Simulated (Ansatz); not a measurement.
Run report: SiC, single-point calculation (part 2 of 2)

SiC (slab, 24 atoms in the cell); DFT PBE+D3(BJ), scalar-relativistic, plane waves, PAW, no spin polarisation (Ansatz 0.2.0); cutoff 420 eV, 3×3×1 k-mesh, Gaussian smearing of 0.05 eV. The structure derives from an entry of the Crystallography Open Database. It belongs to a series of runs on one base structure; here: the slab at its places in the relaxed adsorbed structure.

Geometry of the input (Å; fractional positions):
```
6.1500  0.0000  0.0000
-3.0750  5.3261  0.0000
0.0000  0.0000  23.6491
C  0.5000  0.0000  0.3383
C  0.5000  0.5000  0.3383
C  0.0000  0.0000  0.3383
C  -0.0000  0.5000  0.3383
Si 0.1667  0.8333  0.3648
Si 0.1667  0.3333  0.3648
Si 0.6667  0.8333  0.3648
Si 0.6667  0.3333  0.3648
C  0.6667  0.8333  0.4444
C  0.6667  0.3333  0.4444
C  0.1667  0.8333  0.4444
C  0.1667  0.3333  0.4444
Si 0.3332  0.6675  0.4700
Si 0.3340  0.1660  0.4698
Si 0.8332  0.6667  0.4669
Si 0.8326  0.1667  0.4700
C  0.8307  0.6691  0.5459
C  0.8344  0.1677  0.5549
C  0.3322  0.6657  0.5549
C  0.3333  0.1666  0.5521
Si 0.5043  0.4992  0.5739
Si 0.4996  0.0006  0.5816
Si -0.0056  0.5055  0.5722
Si 0.0007  -0.0046  0.5739
```

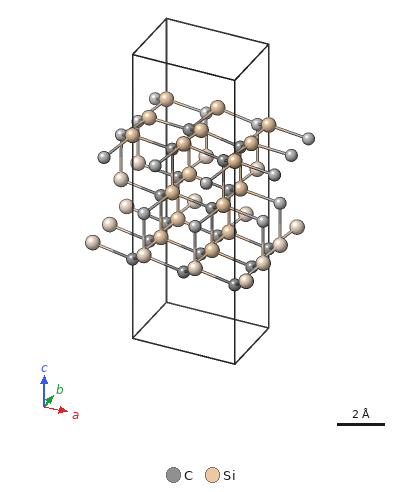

Figure 1. The structure as given in the input (ball-and-stick view of the cell of the calculation, with the vacuum cut short, seen slightly off an axis; neighbours outside the cell are drawn fainter).

Output, continued
```
--- Per-component energies (eV) ---
  E_band       = -656.245064
  E_kinetic    = 1594.263164
  E_local      = -48808.658312  (includes V_loc(G=0)·N_el)
  E_nonlocal   = 628.482547
  E_hartree    = 23663.697301
  E_xc         = -1251.327320
  E_vxc        = -1292.153591  (∫ρ·V_xc dr)
  E_paw        = -7341.565619  (= ΣΔE_a)
  E_vpaw       = -106.240790  (= ΣTr[D̂ρ^β])
  E_aug_tail   = 0.000154  (compensation charges beyond the density's cutoff)
  E_efield     = 0.021946  (sawtooth field / dipole correction)
  E_vefield    = 0.645717  (∫n·V_field dr)
  E_ewald      = 20885.307311
  E_disp       = -5.522969  (pairwise vdW)
  E_smearing   = -0.013116  (= −TS)
  E_closure    = 0.000000  (closes the sum)
  Σ components = -10635.314911   (vs F -10635.314911, Δ=0.00e0)
--- Forces (eV/Å), atoms counted from 1 ---
  atom   1  C      0.01235623    -0.00774271     2.22456460
  atom   2  C      0.08471308     0.05120130     2.17096291
  atom   3  C     -0.00201565    -0.09885873     2.17101034
  atom   4  C     -0.08780583     0.05089677     2.17325919
  atom   5  Si    -0.04579198    -0.01167817    -3.27080523
  atom   6  Si     0.01747478    -0.01002523    -3.17696107
  atom   7  Si     0.03791161    -0.02182619    -3.22467199
  atom   8  Si    -0.01256510     0.04540178    -3.27102187
  atom   9  C     -0.38635147     0.22136798     1.02987738
  atom  10  C      0.03273965    -0.34363399     0.94383918
  atom  11  C      0.30541163     0.14435918     0.94497365
  atom  12  C     -0.00695388     0.00567128     1.17599090
  atom  13  Si     0.07850492    -0.18226151     0.15126797
  atom  14  Si    -0.19721158     0.11092974    -0.08478896
  atom  15  Si    -0.03552394     0.02557656    -0.42420770
  atom  16  Si     0.19293004     0.02626310     0.15031770
  atom  17  C      0.12036407    -0.07254453     1.40204697
  atom  18  C     -0.18612004    -0.11489760    -0.16428327
  atom  19  C      0.00801337     0.21708469    -0.16318819
  atom  20  C      0.34295340    -0.19579390     0.20399435
  atom  21  Si    -0.26832662     0.15103483    -0.17670854
  atom  22  Si    -0.07786587     0.03841493    -0.40073233
  atom  23  Si     0.34141005    -0.19422676    -0.21084874
  atom  24  Si    -0.26826015     0.16529175    -0.17377667
  max |Σ_I F_I| component: 1.11e-4 eV/Å
--- Band table (eV; the first three rows and the last of 5) ---
  k-point 0: bands = ["-16.6513", "-15.2621", "-13.5630", "-13.3533", "-13.3010", "-13.1412", "-12.7481", "-12.7292", "-12.6699", "-10.7607", "-10.7034", "-10.6947", "-9.8937", "-9.8528", "-9.6412", "-8.9516", "-8.8862", "-8.8604", "-8.6142", "-7.6480", "-7.6440", "-7.6344", "-5.3656", "-5.2991", "-5.1003", "-5.0221", "-4.7438", "-4.6389", "-4.6218", "-4.2359", "-4.2111", "-4.2097", "-3.7435", "-3.6628", "-3.6393", "-2.7865", "-2.7713", "-2.1646", "-2.1599", "-1.8740", "-1.8736", "-1.8560", "-1.4251", "-0.6863", "-0.6391", "-0.6102", "-0.4339", "-0.4303", "-0.4231", "-0.3461", "-0.3460", "0.0582", "1.1216", "1.2566", "1.2703", "2.6075", "2.6478", "2.7132", "3.5970", "3.6216", "3.6637", "3.7560", "4.0365", "4.6992", "4.9076", "4.9984", "5.0247", "5.0707", "5.7011", "5.7636", "5.8187", "5.8766"]
  k-point 1: bands = ["-16.1824", "-14.8575", "-14.7881", "-13.7057", "-13.6294", "-13.5525", "-12.7037", "-12.6890", "-12.6716", "-11.4798", "-10.6513", "-10.6295", "-9.1939", "-9.1400", "-8.5254", "-8.4919", "-8.4008", "-8.1934", "-7.6317", "-6.9654", "-6.9594", "-6.3898", "-6.1004", "-6.0779", "-5.3801", "-5.3287", "-5.2513", "-5.2105", "-5.0879", "-5.0629", "-4.5001", "-4.3176", "-4.0086", "-3.9026", "-3.8964", "-3.8233", "-3.4352", "-3.3266", "-3.0202", "-3.0087", "-2.6009", "-2.1583", "-1.5523", "-0.9676", "-0.8026", "-0.7947", "-0.5804", "-0.5384", "-0.2373", "-0.1284", "-0.0820", "0.1922", "1.7354", "2.5903", "2.6032", "3.1901", "3.5515", "3.8338", "3.8709", "4.1493", "4.3775", "4.4424", "4.6057", "4.7304", "4.9283", "5.3101", "5.3509", "5.4385", "5.7819", "5.8623", "6.1264", "6.2636"]
  k-point 2: bands = ["-16.1824", "-14.8575", "-14.7881", "-13.7056", "-13.6292", "-13.5525", "-12.7037", "-12.6891", "-12.6716", "-11.4798", "-10.6512", "-10.6296", "-9.1938", "-9.1402", "-8.5253", "-8.4920", "-8.4008", "-8.1935", "-7.6317", "-6.9653", "-6.9594", "-6.3900", "-6.1000", "-6.0781", "-5.3801", "-5.3288", "-5.2510", "-5.2105", "-5.0874", "-5.0632", "-4.4999", "-4.3176", "-4.0084", "-3.9026", "-3.8968", "-3.8233", "-3.4353", "-3.3269", "-3.0202", "-3.0088", "-2.6011", "-2.1582", "-1.5524", "-0.9675", "-0.8027", "-0.7947", "-0.5802", "-0.5384", "-0.2370", "-0.1284", "-0.0821", "0.1916", "1.7351", "2.5910", "2.6031", "3.1898", "3.5509", "3.8354", "3.8701", "4.1494", "4.3776", "4.4428", "4.6048", "4.7298", "4.9282", "5.3105", "5.3510", "5.4384", "5.7822", "5.8623", "6.1268", "6.2633"]
  k-point 4: bands = ["-16.1842", "-14.8568", "-14.7791", "-13.7449", "-13.5926", "-13.5638", "-12.6981", "-12.6798", "-12.6772", "-11.4794", "-10.6561", "-10.6248", "-9.1983", "-9.1473", "-8.5338", "-8.4763", "-8.4456", "-8.1645", "-7.6221", "-6.9659", "-6.9638", "-6.3746", "-6.0886", "-6.0803", "-5.4028", "-5.3047", "-5.2627", "-5.2205", "-5.0927", "-5.0388", "-4.4948", "-4.3303", "-3.9969", "-3.8958", "-3.8922", "-3.8256", "-3.4282", "-3.3411", "-3.0216", "-3.0068", "-2.6063", "-2.1588", "-1.5526", "-0.9742", "-0.8017", "-0.7773", "-0.5791", "-0.5709", "-0.2320", "-0.1355", "-0.1314", "0.2359", "1.7434", "2.5564", "2.6429", "3.1933", "3.5520", "3.8341", "3.8895", "4.1371", "4.4011", "4.4201", "4.5714", "4.7171", "4.9297", "5.3162", "5.3878", "5.4450", "5.7571", "5.8689", "6.1613", "6.1629"]
```

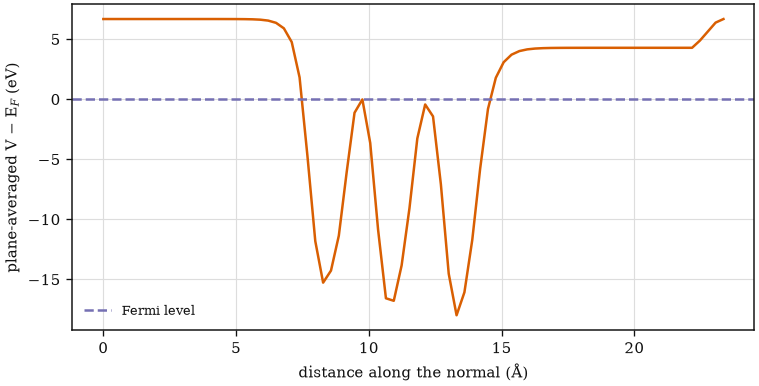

Figure 2. Plane average of the electrostatic potential energy of an electron across the cell, from the Fermi level. The vacuum level lies 4.28 eV above the Fermi level on the upper side and 6.68 eV on the lower.

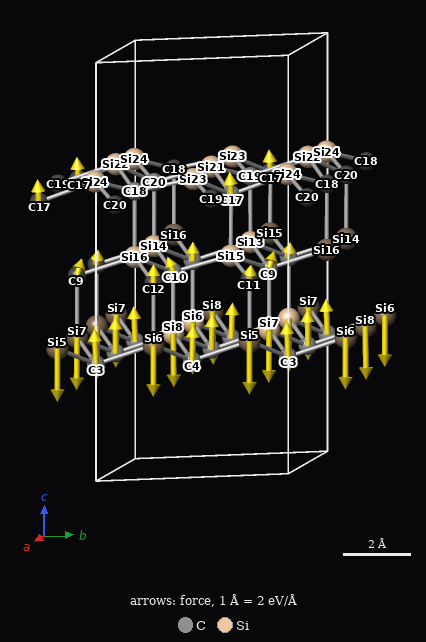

Figure 3. Forces on the atoms as yellow arrows (ball-and-stick view of the cell of the calculation, with the vacuum cut short, seen slightly off an axis; neighbours outside the cell are drawn fainter; atoms are numbered from 1 in the order of the input). The largest act on Si5, Si8 (3.27 eV/Å); Si7 (3.22 eV/Å); Si6 (3.18 eV/Å); C1 (2.22 eV/Å), among others. The geometry is not a stationary point of this energy.

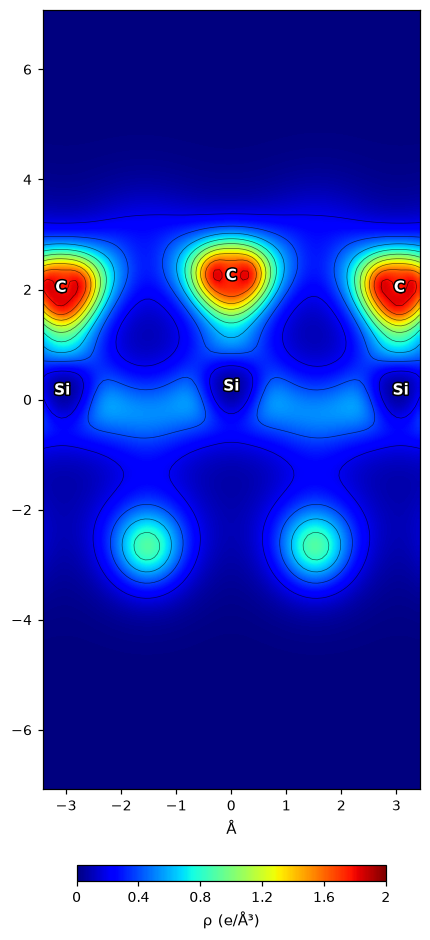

Figure 4. Valence pseudo-density on the (010) plane of the calculation cell, a cut from vacuum to vacuum. Atoms in the plane: Si and C. Si–C (1.87 Å): the density is about 0.85 e/Å³ at the midpoint. Si–C (1.87 Å): ρ is about 0.85 e/Å³ halfway. Si–C (2.01 Å): ρ is about 0.67 e/Å³ halfway. The density dies away to nearly zero in the vacuum. Core electrons are frozen (PAW), so the fields are smoothed inside the atomic spheres.

Results in brief

```csv
quantity,value
outcome,converged
electrons treated,96
free energy,−10635.3149 eV
"work function, top face",4.28 eV
"work function, bottom face",6.68 eV
Fermi energy,−0.407 eV
gap on the k-point mesh,none (metallic)
work function (upper face),4.28 eV
largest force (length of the vector),3.271 eV/Å
wall time,25 s (CPU time 50 s)
peak memory,0.99 GiB
```
